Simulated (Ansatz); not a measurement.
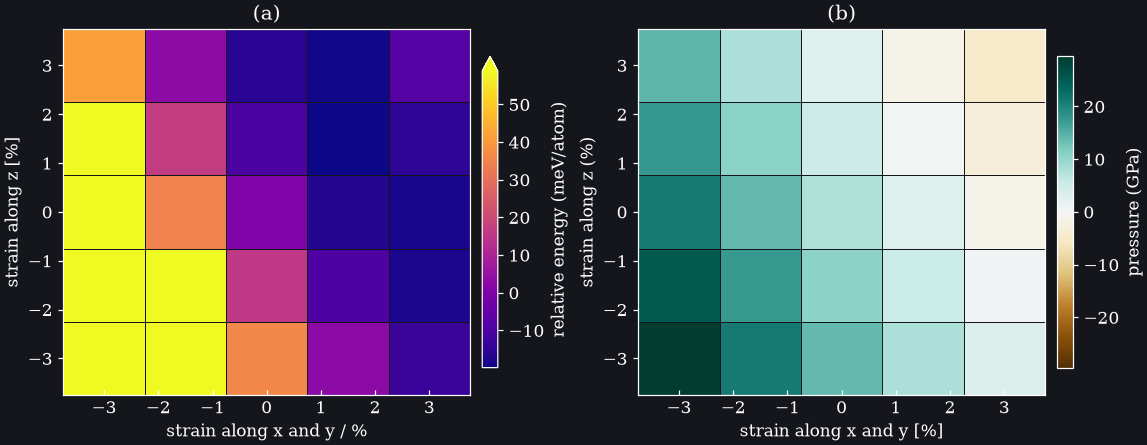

Au (Fm-3m, No. 225; 1 atom in the cell). The cell is strained homogeneously, by one strain along x and y and another along z, with fractional coordinates fixed (x, y and z along the cube axes). Coordinates scanned: (1) strain along x and y; (2) strain along z. The grid has 5 × 5 points. Points are written as (first, second). Energies are in meV/atom, from the unstrained cell. The reference cell is the one listed in the database, not relaxed at this level. Theory: DFT PBE, scalar-relativistic, plane waves, PAW in Ansatz. Settings: cutoff 420 eV, k-mesh 20×20×20, gaussian smearing 0.15 eV, no spin polarisation.

Panel (a) is the energy and panel (b) the computed pressure on the same grid.

Drawn: one coloured cell a grid point, one colour for all values above the top of the scale.

Question: How does the pressure vary over the map, and what is it at the lowest grid point?

Answer: It runs from −5.0 GPa at (3.0 %, 3.0 %) to 29.5 GPa at (−3.0 %, −3.0 %). At the lowest grid point, (1.5 %, 1.5 %), it is 0.6 GPa.
